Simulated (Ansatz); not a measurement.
## Two runs on ZrS2

System: ZrS2 (P-3m1, 3 atoms in the cell).
Method of run A: DFT PBEsol+D3(BJ), scalar-relativistic, plane waves, PAW, no spin polarisation (Ansatz 0.2.0).

The structure derives from an entry of the Crystallography Open Database. Text and figures count atoms from 1; the logs count them from 0 in places.

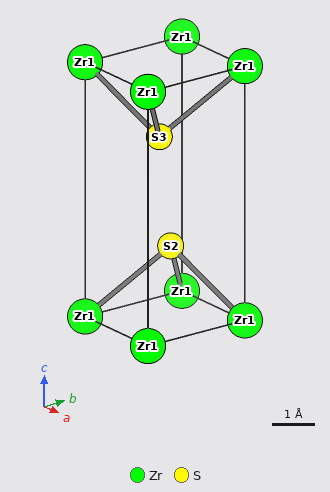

Fig. 1: The structure (ball-and-stick view of the cell of the calculation, seen slightly off an axis; atoms are numbered from 1 in the order of the input). An atom can appear more than once, as a periodic image.

**Input file, run A**
```yaml
crystal:
  lattice:
    - [3.9203989638, 0.0, 0.0]
    - [-1.9601994819, 3.3951650956, 0.0]
    - [0.0, 0.0, 6.318]
  atoms:
    - { symbol: Zr, position: [0.0, 0.0, 0.0] }
    - { symbol: S, position: [0.3333333333, 0.6666666667, 0.2492] }
    - { symbol: S, position: [0.6666666667, 0.3333333333, 0.7508] }
basis:
  ecutwfc: 420
kpoints:
  mp_grid: { grid: [12, 12, 6] }
hamiltonian:
  xc: pbesol
  dispersion: d3bj
scf:
  occupations: { method: gaussian, width: 0.05 }
output:
  forces: true
  stress: true
  eigenvalues: true
  write_density: true
  write_potential: true
  elf: true
  volumetric_format: npy
```

Launched with:
```bash
ansatz run input.yaml --threads 1 --pin off --max-ram 2560MiB --backend cpu --events-out ev --progress --plain --runs-dir out
```

Hardware: 1 thread of AMD EPYC (Zen 5), 32 GiB of memory available, shared host.

**Output, shortened to warnings, some set-up lines, iterations and results (run A)**
```
Basis set: ecut = 420 eV, 1677 PW (Γ), exchange–correlation on 54×54×90 points (8 copies of the dense FFT grid, shifted against one another)
Symmetry: 12 space group operations
k-points: 100 of 864
Initial density: superposition of atomic densities (neutral atoms: chi_scale 0, normalization atom), corrected by the library's trained network
[...]
SCF iter   1: F=—  HF=-5902.973048 eV  |F-HF|=—  |Δ(HF+E_count)|=         —  Δρ=5.19e-3  dr2=5.64e-2  ethr=1.77e-3  ⟨swp⟩=5.8  Hψ=8113  notcnv=0
SCF iter   2: F=—  HF=-5902.963590 eV  |F-HF|=—  |Δ(HF+E_count)|=   9.46e-3  Δρ=1.56e-3  dr2=2.53e-3  ethr=2.35e-4  ⟨swp⟩=2.0  Hψ=2797  notcnv=0
SCF iter   3: F=—  HF=-5902.963227 eV  |F-HF|=—  |Δ(HF+E_count)|=   3.64e-4  Δρ=9.07e-4  dr2=8.25e-4  ethr=1.06e-5  ⟨swp⟩=2.6  Hψ=2104  notcnv=0
SCF iter   4: F=—  HF=-5902.963197 eV  |F-HF|=—  |Δ(HF+E_count)|=   2.96e-5  Δρ=3.00e-4  dr2=9.67e-5  ethr=3.44e-6  ⟨swp⟩=2.1  Hψ=2532  notcnv=0
SCF iter   5: F=—  HF=-5902.963199 eV  |F-HF|=—  |Δ(HF+E_count)|=   1.85e-6  Δρ=5.50e-5  dr2=4.40e-6  ethr=4.03e-7  ⟨swp⟩=2.7  Hψ=2600  notcnv=0
SCF iter   6: F=—  HF=-5902.963201 eV  |F-HF|=—  |Δ(HF+E_count)|=   2.33e-6  Δρ=7.92e-6  dr2=1.42e-7  ethr=1.83e-8  ⟨swp⟩=2.2  Hψ=2454  notcnv=0
SCF iter   7: F=-5902.963202 eV  HF=-5902.963202 eV  |F-HF|=9.99e-9  |Δ(HF+E_count)|=   2.50e-7  Δρ=1.74e-6  dr2=6.63e-9  ethr=4.17e-10  ⟨swp⟩=9.4  Hψ=10673  notcnv=0
SCF 1 converged in 7 iterations: F = -5902.963202 eV  dr2 = 6.63e-9
SCF converged after 7 iterations
Free energy (F): -5902.963202 eV
Harris-Foulkes:  -5902.963202 eV  (|F-HF|=9.99e-9)
Internal energy: -5902.963202 eV  (E = F + TS)
E sigma→0 (E₀):  -5902.963202 eV
Fermi energy:    5.043602 eV
--- Per-component energies (eV) ---
  E_band       = -221.566030
  E_kinetic    = 532.496101
  E_local      = -1404.692316  (includes V_loc(G=0)·N_el)
  E_nonlocal   = 136.322672
  E_hartree    = 481.510489
  E_xc         = -347.952201
  E_vxc        = -358.711571  (∫ρ·V_xc dr)
  E_paw        = -4067.107827  (= ΣΔE_a)
  E_vpaw       = -90.002981  (= ΣTr[D̂ρ^β])
  E_aug_tail   = 0.000024  (compensation charges beyond the density's cutoff)
  E_ewald      = -1233.067221
  E_disp       = -0.762542  (pairwise vdW)
  E_core_change = 0.289619  (= ΣΔE_core)
  E_smearing   = -0.000000  (= −TS)
  E_closure    = 0.000000  (closes the sum)
  Σ components = -5902.963202   (vs F -5902.963202, Δ=0.00e0)
--- Forces (eV/Å), atoms counted from 1 ---
  atom   1  Zr     0.00000000     0.00000000     0.00000000
  atom   2  S      0.00000000     0.00000000    -2.04607185
  atom   3  S      0.00000000     0.00000000     2.04607185
  max |Σ_I F_I| component: 0.00e0 eV/Å
--- Stress (GPa, compression-positive) ---
      -16.367097       0.000000       0.000000
        0.000000     -16.367097      -0.000000
        0.000000      -0.000000     -14.375142
  P = ⅓ Tr σ = -15.7031 GPa (-157.031 kbar)
```

For run B the input was changed thus:
```diff
-    - [0.0, 0.0, 6.318]
+    - [0.0, 0.0, 5.382]
```

Predict how the results change.

With the same functional and potentials, run B lies 233.0 meV per atom lower. The gap on the mesh goes from 0.86 to 0.69 eV. The pressure goes from −15.70 to −9.84 GPa. The largest force goes from 2.046 to 0.426 eV/Å. The volume per atom goes from 28.03 to 23.88 Å³. The SCF takes 6 iterations against 7. The plane waves at Γ go from 1677 to 1397.

**Output, shortened to warnings, some set-up lines, iterations and results (run B)**
```
Basis set: ecut = 420 eV, 1397 PW (Γ), exchange–correlation on 54×54×72 points (8 copies of the dense FFT grid, shifted against one another)
Symmetry: 12 space group operations
k-points: 100 of 864
Initial density: superposition of atomic densities (neutral atoms: chi_scale 0, normalization atom), corrected by the library's trained network
[...]
SCF iter   1: F=—  HF=-5903.670916 eV  |F-HF|=—  |Δ(HF+E_count)|=         —  Δρ=5.31e-3  dr2=4.27e-2  ethr=1.77e-3  ⟨swp⟩=5.1  Hψ=8745  notcnv=0
SCF iter   2: F=—  HF=-5903.662517 eV  |F-HF|=—  |Δ(HF+E_count)|=   8.40e-3  Δρ=1.75e-3  dr2=2.30e-3  ethr=1.78e-4  ⟨swp⟩=2.0  Hψ=2591  notcnv=0
SCF iter   3: F=—  HF=-5903.662216 eV  |F-HF|=—  |Δ(HF+E_count)|=   3.01e-4  Δρ=8.85e-4  dr2=6.31e-4  ethr=9.57e-6  ⟨swp⟩=2.0  Hψ=2285  notcnv=0
SCF iter   4: F=—  HF=-5903.662216 eV  |F-HF|=—  |Δ(HF+E_count)|=   7.35e-8  Δρ=1.54e-4  dr2=1.75e-5  ethr=2.63e-6  ⟨swp⟩=2.8  Hψ=3004  notcnv=0
SCF iter   5: F=—  HF=-5903.662283 eV  |F-HF|=—  |Δ(HF+E_count)|=   6.69e-5  Δρ=3.50e-5  dr2=1.17e-6  ethr=7.30e-8  ⟨swp⟩=2.3  Hψ=2203  notcnv=0
SCF iter   6: F=-5903.662284 eV  HF=-5903.662284 eV  |F-HF|=2.32e-8  |Δ(HF+E_count)|=   1.28e-6  Δρ=7.58e-6  dr2=5.75e-8  ethr=4.17e-10  ⟨swp⟩=9.9  Hψ=11589  notcnv=0
SCF 1 converged in 6 iterations: F = -5903.662284 eV  dr2 = 5.75e-8
SCF converged after 6 iterations
Free energy (F): -5903.662284 eV
Harris-Foulkes:  -5903.662284 eV  (|F-HF|=2.32e-8)
Internal energy: -5903.662284 eV  (E = F + TS)
E sigma→0 (E₀):  -5903.662284 eV
Fermi energy:    7.374619 eV
--- Per-component energies (eV) ---
  E_band       = -178.718589
  E_kinetic    = 540.566571
  E_local      = -1219.232802  (includes V_loc(G=0)·N_el)
  E_nonlocal   = 136.398321
  E_hartree    = 408.427622
  E_xc         = -351.221007
  E_vxc        = -363.047019  (∫ρ·V_xc dr)
  E_paw        = -4067.420817  (= ΣΔE_a)
  E_vpaw       = -90.263165  (= ΣTr[D̂ρ^β])
  E_aug_tail   = 0.000026  (compensation charges beyond the density's cutoff)
  E_ewald      = -1350.565679
  E_disp       = -0.904140  (pairwise vdW)
  E_core_change = 0.289619  (= ΣΔE_core)
  E_smearing   = -0.000000  (= −TS)
  E_closure    = 0.000000  (closes the sum)
  Σ components = -5903.662284   (vs F -5903.662284, Δ=0.00e0)
--- Forces (eV/Å), atoms counted from 1 ---
  atom   1  Zr    -0.00000000     0.00000000     0.00000000
  atom   2  S     -0.00000000     0.00000000    -0.42585346
  atom   3  S      0.00000000    -0.00000000     0.42585346
  max |Σ_I F_I| component: 9.25e-18 eV/Å
--- Stress (GPa, compression-positive) ---
      -13.358645       0.000000       0.000000
        0.000000     -13.358645      -0.000000
        0.000000      -0.000000      -2.808686
  P = ⅓ Tr σ = -9.8420 GPa (-98.420 kbar)
```

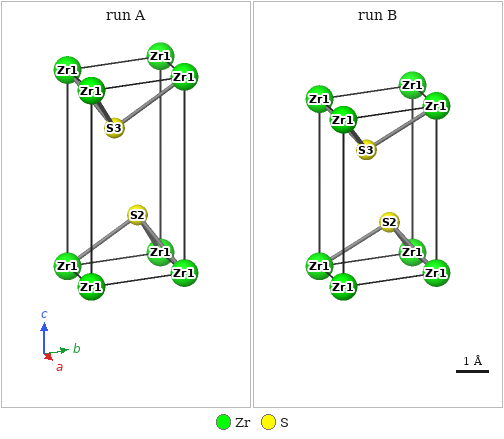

Fig. 2: The two input geometries at one scale (ball-and-stick view of the cell of the calculation, seen slightly off an axis). The atoms keep their places relative to the cell (all moves are under 0.005 Å). Cell: a = b stay at 3.920 Å, c 6.318 → 5.382 Å (−14.8 %). Volume −14.8 %. Among the contacts that change: Zr1–S2 2.757 → 2.631 Å.

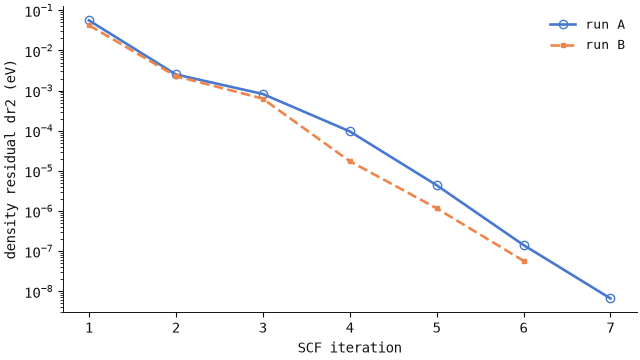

Fig. 3: Convergence of the two runs: density residual dr2 against the SCF iteration. Run A takes 7 iterations in all, and run B takes 6.

**The two runs side by side**

| quantity | run A | run B |
| --- | --- | --- |
| outcome | converged | converged |
| free energy per atom (eV) | −1967.6544 | −1967.8874 |
| gap on the mesh (eV) | 0.86 | 0.69 |
| pressure (GPa) | −15.70 | −9.84 |
| volume per atom (Å³) | 28.03 | 23.88 |
| largest force (eV/Å) | 2.046 | 0.426 |
| SCF iterations | 7 | 6 |
| irreducible k-points | 100 | 100 |
| plane waves at Γ | 1677 | 1397 |
| wall time (shared host) | 3.5 s | 2.9 s |

For run A: The cell is under a tension of 15.7 GPa at this level, so it is not at its equilibrium volume.
